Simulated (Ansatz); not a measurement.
# Binding across the interface in graphene/h-BP/graphene sandwich (62 atoms)

How much energy holds the two parts of graphene/h-BP/graphene sandwich (62 atoms) together, how does it fall off with distance, and how much does it hang on the functional?

Program: Ansatz 0.2.0. Level of theory: Kohn-Sham DFT, PBE+D3(BJ), PAW (set soft_2), plane waves. Results are calculated unless marked as measured.

## (1) The starting structure

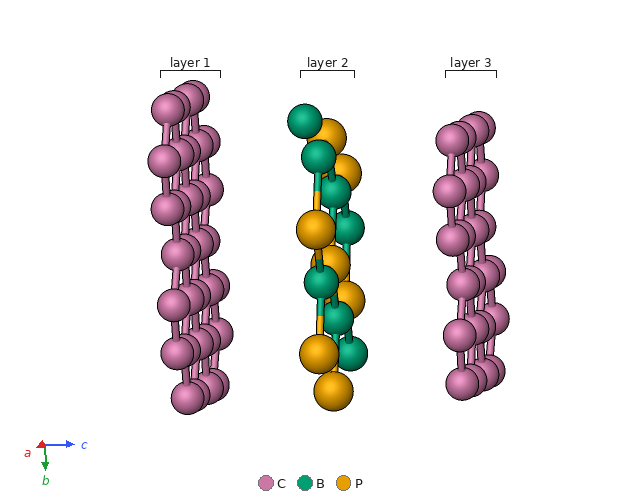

The cell as given, from the side, with the c axis across the page (carbon pink, boron teal, phosphorus orange). Bonds to atoms that aren't drawn are left out. Some periodic images of atoms are drawn too.

The cell holds 62 atoms: 48 C, 7 B and 7 P. Cell: a = 8.507 Å, b = 8.507 Å, c = 20.910 Å, α = 90.0°, β = 90.0°, γ = 120.0°. It derives from C and BP. 12 cells of graphene (a = 2.46 Å, strained -0.17 %) and 7 cells of h-BP (a = 3.21 Å, +0.17 %) on one hexagonal cell, twist 10.89 deg; facing planes 3.49, 3.42 Å apart; 14 Å of vacuum; displaced by a Gaussian of 0.01 Å. Regions: layer 1, 24 atoms (24 C); layer 2, 14 atoms (7 B and 7 P); layer 3, 24 atoms (24 C). Vacuum lies along c.

## (2) Single point at the start

The forces at the start show how far the geometry lies from a minimum of this functional.

Contents of input.yaml:

```yaml
crystal:
  lattice:
    - [8.5073, 0.0, 0.0]
    - [-4.25365, 7.36754, 0.0]
    - [0.0, 0.0, 20.91]
  atoms:
    - { symbol: C, position: [0.16529, 0.66862, 0.33506] }
    - { symbol: C, position: [0.16595, 0.49992, 0.33434] }
    - { symbol: C, position: [0.33278, 0.99874, 0.33467] }
    - { symbol: C, position: [0.33128, 0.83293, 0.33507] }
    - { symbol: C, position: [0.16841, 0.16815, 0.3343] }
    - { symbol: C, position: [0.16574, 0.99907, 0.33378] }
    - { symbol: C, position: [0.33428, 0.49922, 0.33451] }
    - { symbol: C, position: [0.33495, 0.33267, 0.33481] }
    - { symbol: C, position: [0.49978, 0.83453, 0.33437] }
    - { symbol: C, position: [0.49805, 0.66661, 0.33495] }
    - { symbol: C, position: [0.50116, 0.33242, 0.33422] }
    - { symbol: C, position: [0.50029, 0.16587, 0.33479] }
    - { symbol: C, position: [0.66747, 0.66762, 0.33513] }
    - { symbol: C, position: [0.66784, 0.49831, 0.33523] }
    - { symbol: C, position: [0.83384, 0.9996, 0.33513] }
    - { symbol: C, position: [0.83243, 0.83406, 0.33476] }
    - { symbol: C, position: [0.66647, 0.16573, 0.33484] }
    - { symbol: C, position: [0.66726, 0.00061, 0.33437] }
    - { symbol: C, position: [0.83245, 0.50152, 0.33493] }
    - { symbol: C, position: [0.8335, 0.33434, 0.33497] }
    - { symbol: C, position: [0.99936, 0.83333, 0.33452] }
    - { symbol: C, position: [0.00161, 0.66645, 0.33436] }
    - { symbol: C, position: [0.99885, 0.33277, 0.33462] }
    - { symbol: C, position: [0.99871, 0.16644, 0.33471] }
    - { symbol: B, position: [0.77684, 0.59836, 0.50102] }
    - { symbol: P, position: [0.82856, 0.41225, 0.50141] }
    - { symbol: B, position: [0.92157, 0.02993, 0.50149] }
    - { symbol: P, position: [0.96611, 0.83493, 0.50173] }
    - { symbol: B, position: [0.0651, 0.45769, 0.50138] }
    - { symbol: P, position: [0.1096, 0.26622, 0.50161] }
    - { symbol: B, position: [0.2039, 0.88458, 0.50192] }
    - { symbol: P, position: [0.25352, 0.6971, 0.50239] }
    - { symbol: B, position: [0.34784, 0.31346, 0.50236] }
    - { symbol: P, position: [0.39647, 0.12377, 0.50054] }
    - { symbol: B, position: [0.49183, 0.74251, 0.50211] }
    - { symbol: P, position: [0.54021, 0.55396, 0.50184] }
    - { symbol: B, position: [0.63642, 0.17339, 0.50117] }
    - { symbol: P, position: [0.68323, 0.98316, 0.50202] }
    - { symbol: C, position: [0.70095, 0.60838, 0.66582] }
    - { symbol: C, position: [0.70068, 0.4406, 0.66471] }
    - { symbol: C, position: [0.86605, 0.94183, 0.66464] }
    - { symbol: C, position: [0.86329, 0.774, 0.66533] }
    - { symbol: C, position: [0.701, 0.1084, 0.66456] }
    - { symbol: C, position: [0.69794, 0.94148, 0.66648] }
    - { symbol: C, position: [0.86709, 0.44182, 0.66508] }
    - { symbol: C, position: [0.86451, 0.27347, 0.6651] }
    - { symbol: C, position: [0.03011, 0.77248, 0.66572] }
    - { symbol: C, position: [0.03307, 0.60899, 0.66544] }
    - { symbol: C, position: [0.03188, 0.27347, 0.66481] }
    - { symbol: C, position: [0.03227, 0.10963, 0.66481] }
    - { symbol: C, position: [0.20172, 0.61136, 0.66621] }
    - { symbol: C, position: [0.19937, 0.44082, 0.6655] }
    - { symbol: C, position: [0.36733, 0.94327, 0.66515] }
    - { symbol: C, position: [0.36653, 0.77746, 0.66519] }
    - { symbol: C, position: [0.20031, 0.10835, 0.66499] }
    - { symbol: C, position: [0.1992, 0.94265, 0.66467] }
    - { symbol: C, position: [0.36614, 0.44233, 0.66502] }
    - { symbol: C, position: [0.3679, 0.27452, 0.66571] }
    - { symbol: C, position: [0.53081, 0.77395, 0.66485] }
    - { symbol: C, position: [0.534, 0.611, 0.66487] }
    - { symbol: C, position: [0.53181, 0.2746, 0.66569] }
    - { symbol: C, position: [0.53572, 0.10935, 0.66552] }
kpoints:
  mp_grid: { grid: [3, 3, 1] }
hamiltonian:
  xc: pbe
  dispersion: d3bj
scf:
  occupations: { method: gaussian, width: 0.05 }
output:
  forces: true
```

Started as:

```
ansatz run input.yaml --threads 8 --pin off --max-ram 15872MiB --backend cpu --events-out ev --progress --plain --runs-dir out
```

Numbers of over 12 decimals in the logs are rounded to 6 here.

The program printed:

```text
Engine: ansatz 0.2.0, aarch64-unknown-linux-gnu
Pseudopotentials: kind: paw
Pseudopotential: C, paw, valence charge 4, recommended cutoff 420 eV (normal), C.paw.azcp
Pseudopotential: B, paw, valence charge 3, recommended cutoff 420 eV (normal), B.paw.azcp
Pseudopotential: P, paw, valence charge 5, recommended cutoff 420 eV (normal), P.paw.azcp
[... 5 lines on functional and potentials left out ...]
Crystal: 62 atoms, lattice volume = 1310.594 Å³
Basis set: ecut = 420 eV, 25707 PW (Γ), exchange–correlation on 120×120×288 points (8 copies of the dense FFT grid, shifted against one another)
Bands: 186, of which v1, the nominal top of the filled ones, is band 124 counted from 1 (123 counted from 0)
Symmetry: 1 space group operations
Space group: P1 (ITA 1), of the structure as read, at distance tolerance 1.1e-4 Å
k-points: 5 of 9 (time reversal used)
[... 7 lines on functional and potentials left out ...]
Initial density: superposition of atomic densities (neutral atoms: chi_scale 0, normalization atom), corrected by the library's trained network
Initial wavefunctions: pseudopotential atomic-orbital guess
Functional: x = pbe(κ = 0.804, μ = 0.219515), c = pbe(β = 0.066725)
SCF iter   1: F=—  HF=-18434.588636 eV  |F-HF|=—  |Δ(HF+E_count)|=         —  Δρ=2.71e-3  dr2=1.93e-1  ethr=1.77e-3  ⟨swp⟩=12.2  Hψ=6821  notcnv=0  defer=180
preconditioner: auto → LDOS  [metal: Δε(μ)=0.033 eV  Ē_g=13.488 eV  σ=0.050 eV  W_gap=0.33  n_scr=186 (ndim 8)  ℏωp=16.2 eV  f_vac=0.499  D(μ)=10.59/eV (n_scr^D=38)  β→1.0]
SCF iter   2: F=—  HF=-18434.561514 eV  |F-HF|=—  |Δ(HF+E_count)|=   2.71e-2  Δρ=1.31e-3  dr2=4.23e-2  ethr=7.79e-5  ⟨swp⟩=2.0  Hψ=1579  notcnv=0  defer=269
SCF iter   3: F=—  HF=-18434.555915 eV  |F-HF|=—  |Δ(HF+E_count)|=   5.60e-3  Δρ=5.82e-4  dr2=1.14e-2  ethr=1.71e-5  ⟨swp⟩=2.4  Hψ=1200  notcnv=0  defer=269
SCF iter   4: F=—  HF=-18434.554028 eV  |F-HF|=—  |Δ(HF+E_count)|=   1.89e-3  Δρ=1.88e-4  dr2=1.80e-3  ethr=4.61e-6  ⟨swp⟩=2.6  Hψ=1176  notcnv=0  defer=269
SCF iter   5: F=—  HF=-18434.553800 eV  |F-HF|=—  |Δ(HF+E_count)|=   2.28e-4  Δρ=7.49e-5  dr2=1.64e-4  ethr=7.27e-7  ⟨swp⟩=2.0  Hψ=1149  notcnv=0  defer=269
SCF iter   6: F=—  HF=-18434.553826 eV  |F-HF|=—  |Δ(HF+E_count)|=   2.61e-5  Δρ=3.54e-5  dr2=3.12e-5  ethr=6.61e-8  ⟨swp⟩=2.2  Hψ=1200  notcnv=0  defer=269
SCF iter   7: F=—  HF=-18434.553435 eV  |F-HF|=—  |Δ(HF+E_count)|=   3.91e-4  Δρ=1.70e-5  dr2=9.23e-6  ethr=1.26e-8  ⟨swp⟩=2.0  Hψ=1031  notcnv=0  defer=266
SCF iter   8: F=—  HF=-18434.553439 eV  |F-HF|=—  |Δ(HF+E_count)|=   4.52e-6  Δρ=1.12e-5  dr2=5.77e-6  ethr=3.72e-9  ⟨swp⟩=2.0  Hψ=1085  notcnv=0  defer=266
SCF iter   9: F=—  HF=-18434.553440 eV  |F-HF|=—  |Δ(HF+E_count)|=   4.23e-7  Δρ=5.58e-6  dr2=9.95e-7  ethr=2.33e-9  ⟨swp⟩=2.2  Hψ=1025  notcnv=0  defer=266
SCF iter  10: F=—  HF=-18434.553441 eV  |F-HF|=—  |Δ(HF+E_count)|=   8.76e-7  Δρ=3.02e-6  dr2=2.43e-7  ethr=4.01e-10  ⟨swp⟩=2.0  Hψ=1022  notcnv=0  defer=266
SCF iter  11: F=-18434.553442 eV  HF=-18434.553441 eV  |F-HF|=3.64e-7  |Δ(HF+E_count)|=   5.36e-7  Δρ=1.58e-6  dr2=5.11e-8  ethr=4.03e-11  ⟨swp⟩=4.8  Hψ=2707  notcnv=0
SCF 1 converged in 11 iterations: F = -18434.553442 eV  dr2 = 5.11e-8
  greatest PAW one-centre occupation: 0.776 electrons in one spin orbital (limit 2), on the P atom at site 29 (counted from 0), in its partial waves of l = 0
SCF converged after 11 iterations
Free energy (F): -18434.553442 eV
Harris-Foulkes:  -18434.553441 eV  (|F-HF|=3.64e-7)
Internal energy: -18434.540147 eV  (E = F + TS)
E sigma→0 (E₀):  -18434.546794 eV
Entropy (-TS):   -0.013295 eV (-0.214 meV/atom)
Fermi energy:    1.068276 eV
--- Per-component energies (eV) ---
  E_band       = -1859.081184
  E_kinetic    = 5210.617282
  E_local      = -86135.553784  (includes V_loc(G=0)·N_el)
  E_nonlocal   = 1636.498215
  E_hartree    = 40687.682381
  E_xc         = -2960.491770
  E_vxc        = -3545.360257  (∫ρ·V_xc dr)
  E_paw        = -9306.665768  (= ΣΔE_a)
  E_vpaw       = -400.654870  (= ΣTr[D̂ρ^β])
  E_aug_tail   = 0.000372  (compensation charges beyond the density's cutoff)
  E_ewald      = 32442.398865
  E_disp       = -9.025940  (pairwise vdW)
  E_smearing   = -0.013295  (= −TS)
  E_closure    = 0.000000  (closes the sum)
  Σ components = -18434.553442   (vs F -18434.553442, Δ=0.00e0)
--- Forces (eV/Å), atoms counted from 1 ---
  atom   1  C      1.41942013    -1.05370287    -0.16152658
  atom   2  C      0.34650082    -0.06842814     0.11272516
  atom   3  C     -0.38861036     0.46075492    -0.07865673
  atom   4  C      0.64514016     0.31739165    -0.10964107
  atom   5  C     -0.64412342    -0.58171271     0.01811059
  atom   6  C      0.12826742     0.32310005     0.19240463
  atom   7  C     -0.99788534     0.07941298     0.10047608
  atom   8  C     -0.33189995     0.22658203    -0.14386417
  atom   9  C     -0.05135339    -0.35010243     0.10602889
  atom  10  C      1.08850233     0.31618968    -0.08678890
  atom  11  C      0.07344603     0.00162153     0.23208511
  atom  12  C     -0.07670291    -0.22628271    -0.12540686
  atom  13  C     -0.57612002    -0.56469448    -0.02303981
  atom  14  C     -1.33045358     0.94065708    -0.14419358
[...]
atom  61  C      1.43249115    -0.09764379    -0.11727959
  atom  62  C     -1.21968986    -0.05836721    -0.13001508
  max |Σ_I F_I| component: 2.68e-5 eV/Å
```

The job ended after 22 s (8 threads of Arm Neoverse V2, shared host; peak memory 4.9 GiB).

Reading the cycles: dr2 is the Hartree energy of the density residual (eV), the measure of convergence; HF is the Harris–Foulkes estimate of the energy, which meets the free energy F at convergence.

The r.m.s. force at the start is 0.49 eV/Å.

## (3) Relaxation

The atoms are relaxed in the fixed cell, aiming at the force tolerance of the input.

Contents of input.yaml:

```yaml
crystal:
  lattice:
    - [8.5073, 0.0, 0.0]
    - [-4.25365, 7.36754, 0.0]
    - [0.0, 0.0, 20.91]
  atoms:
    [... the 62 atom lines of step 2 ...]
kpoints:
  mp_grid: { grid: [3, 3, 1] }
hamiltonian:
  xc: pbe
  dispersion: d3bj
scf:
  occupations: { method: gaussian, width: 0.05 }
output:
  forces: true
relax:
  f_tol: 0.05
  max_steps: 120
```

The program printed:

```text
[...]
Crystal: 62 atoms, lattice volume = 1310.594 Å³
Basis set: ecut = 420 eV, 25707 PW (Γ), exchange–correlation on 120×120×288 points (8 copies of the dense FFT grid, shifted against one another)
Bands: 186, of which v1, the nominal top of the filled ones, is band 124 counted from 1 (123 counted from 0)
Symmetry: 1 space group operations
[...]
k-points: 5 of 9 (time reversal used)
[...]
SCF iter   1: F=—  HF=-18434.588637 eV  |F-HF|=—  |Δ(HF+E_count)|=         —  Δρ=2.71e-3  dr2=1.93e-1  ethr=1.77e-3  ⟨swp⟩=12.2  Hψ=6821  notcnv=0  defer=180
[...]
SCF iter   6: F=-18434.553423 eV  HF=-18434.553413 eV  |F-HF|=9.97e-6  |Δ(HF+E_count)|=   3.26e-5  Δρ=3.55e-5  dr2=3.11e-5  ethr=2.52e-8  ⟨swp⟩=3.0  Hψ=3247  notcnv=0
SCF 1 converged in 6 iterations: F = -18434.553423 eV  dr2 = 3.11e-5
[...]
relax step   1: F+E_penalty+E_count = -18434.55342324 eV  Δ(F+E_penalty+E_count) = +0.000e0 eV  max|allowed force component| = 1.816e0 eV/Å  Δτ_max = 0.0000 Å  (6 SCF iters, dr2 threshold 6.25e-5 eV, accepted)
[...]
relax step   2: F+E_penalty+E_count = -18434.80966228 eV  Δ(F+E_penalty+E_count) = -2.562e-1 eV  max|allowed force component| = 8.610e-1 eV/Å  Δτ_max = 0.1939 Å  (7 SCF iters, dr2 threshold 1.00e-4 eV, accepted)
[...]
relax step   3: F+E_penalty+E_count = -18434.89219190 eV  Δ(F+E_penalty+E_count) = -8.253e-2 eV  max|allowed force component| = 3.472e-1 eV/Å  Δτ_max = 0.1546 Å  (7 SCF iters, dr2 threshold 4.63e-5 eV, accepted)
relax step   4: F+E_penalty+E_count = -18434.93128698 eV  Δ(F+E_penalty+E_count) = -3.910e-2 eV  max|allowed force component| = 9.973e-2 eV/Å  Δτ_max = 0.0665 Å  (7 SCF iters, dr2 threshold 1.96e-5 eV, accepted)
[...]
relax step   5: F+E_penalty+E_count = -18434.93491216 eV  Δ(F+E_penalty+E_count) = -3.625e-3 eV  max|allowed force component| = 2.902e-2 eV/Å  Δτ_max = 0.0234 Å  (10 SCF iters, accepted)
SCF converged after 10 iterations
Free energy (F): -18434.934912 eV
[...]
Internal energy: -18434.911714 eV  (E = F + TS)
E sigma→0 (E₀):  -18434.923313 eV
Entropy (-TS):   -0.023198 eV (-0.374 meV/atom)
Fermi energy:    1.095512 eV
[...]
--- Forces (eV/Å), atoms counted from 1 ---
  atom   1  C      0.00458175    -0.01426806     0.00484671
  atom   2  C     -0.00706381     0.01920831     0.00200329
  atom   3  C     -0.00601467    -0.00888740     0.00172573
  atom   4  C     -0.00296770     0.00403214     0.00049247
  atom   5  C      0.00491525    -0.01726232     0.00219515
  atom   6  C      0.00224147     0.01155555    -0.00069411
  atom   7  C      0.01070055     0.00095976    -0.00181358
  atom   8  C      0.01706662     0.01399052     0.00681317
  atom   9  C     -0.00544836    -0.01548597     0.00117011
  atom  10  C      0.00547532    -0.00202517     0.00429963
  atom  11  C     -0.00704654    -0.00622024    -0.00257160
  atom  12  C     -0.00382548     0.00830186     0.00283953
  atom  13  C     -0.00784573    -0.02121205     0.00012270
  atom  14  C     -0.01395739     0.01422070     0.00291287
[...]
atom  61  C      0.01165489     0.01688859    -0.00132633
  atom  62  C      0.01532682    -0.01249761    -0.00033153
  max |Σ_I F_I| component: 2.17e-5 eV/Å
--- Relaxed structure (5 steps of the walk, 5 accepted, 0 SCFs on fresh bases) ---
  F+E_penalty+E_count = -18434.93491216 eV   max|allowed force component| = 2.902e-2 eV/Å
  atoms:
    - { symbol: C, position: [0.166638, 0.666834, 0.328883] }
    - { symbol: C, position: [0.166526, 0.499933, 0.329109] }
    - { symbol: C, position: [0.333237, 1.000053, 0.328643] }
    - { symbol: C, position: [0.333209, 0.833378, 0.328635] }
[...]
- { symbol: C, position: [0.532604, 0.108604, 0.671649] }
```

Elapsed: 76 s, on 8 threads; peak memory 5 GiB.

The relaxation converged after 5 steps, 0.381 eV below its start, with a largest force component of 0.029 eV/Å.

(Part 1 of 3 ends here.)

[Logs are printed without paths, hosts, clocks, repeated set-up lines and the standing remarks that a program may print on its own settings, such as how far it seeks lower states.]

[Hosts, paths, dates, database ids (printed as entryN), source tags and the programs' standing remarks are cut or masked in the printed files.]
